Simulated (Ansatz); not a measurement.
Input file:

```
crystal:
  lattice:
    - [2.70465, -2.70465, 0.0]
    - [2.70465, 0.0, -2.70465]
    - [5.95023, 4.86837, 5.4093]
  atoms:
    - { symbol: Zn, position: [0.64166, 0.6666666667, 0.1250333333] }
    - { symbol: Zn, position: [-0.15834, 0.0, 0.7917] }
    - { symbol: Zn, position: [0.24166, 0.3333333333, 0.4583666667] }
    - { symbol: S, position: [0.49166, 0.6666666667, 0.8750333333] }
    - { symbol: S, position: [0.89166, 1.0, 0.5417] }
    - { symbol: S, position: [0.29166, 0.3333333333, 0.2083666667] }
basis:
  ecutwfc: 420
kpoints:
  mp_grid: { grid: [8, 8, 3] }
hamiltonian:
  xc: lda
scf:
  occupations: { method: gaussian, width: 0.05 }
output:
  forces: true
  stress: true
  eigenvalues: true
  write_density: true
  write_potential: true
  elf: true
  volumetric_format: npy
```

Launched as:

```sh
ansatz run input.yaml --threads 2 --pin off --max-ram 5120MiB --backend cpu --events-out ev --progress --plain --runs-dir out
```

Below, planes, directions and counts refer to the conventional cell (a = 3.82 Å, b = 3.82 Å, c = 9.40 Å, α = 87.67°, β = 85.33°, γ = 60.00°).

Space group P1; not relaxed (largest force 0.6 eV/Å); computed pressure about −5 GPa in this cell.

Method: DFT LDA, scalar-relativistic, plane waves, PAW (Ansatz).

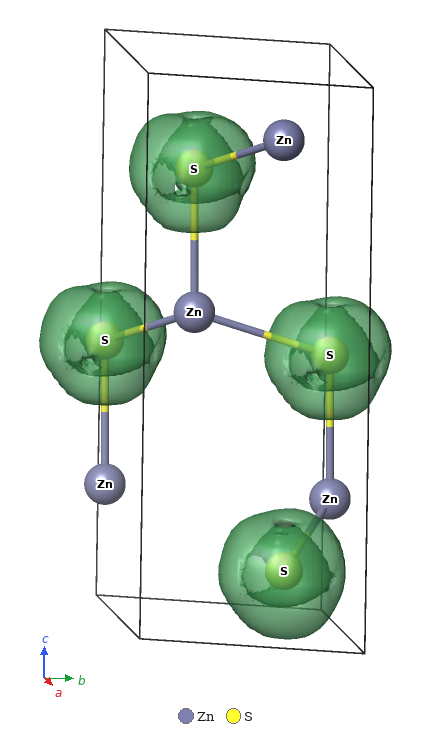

ZnS. Isosurface of the electron localisation function at 0.8 (green), seen slightly off an axis. Core shells and regions of very low density are left out. Sticks mark near contacts.

Core electrons are frozen (PAW), and the valence fields are smoothed inside the atomic spheres.

> Describe the localisation domains.

The surface consists of three regions wrapped around S (the valence shell of each), counted in one cell of 6 atoms. Any copies at cell faces, edges or corners count once.

Values along the shortest contacts:
Zn–S (2.34 Å): the ELF peaks at about 0.90 in the valence shell of S, 0.8 Å from its nucleus, and is about 0.55 at the midpoint. Zn–S (2.46 Å): the ELF peaks at about 0.90 in the valence shell of S, 0.9 Å from its nucleus, and is about 0.55 at the midpoint.

> Metal or insulator at this level of theory?

It is gapped, with a Kohn–Sham gap of 1.6 eV on the k-point mesh (the band edges may lie off the mesh, which would make the gap smaller).
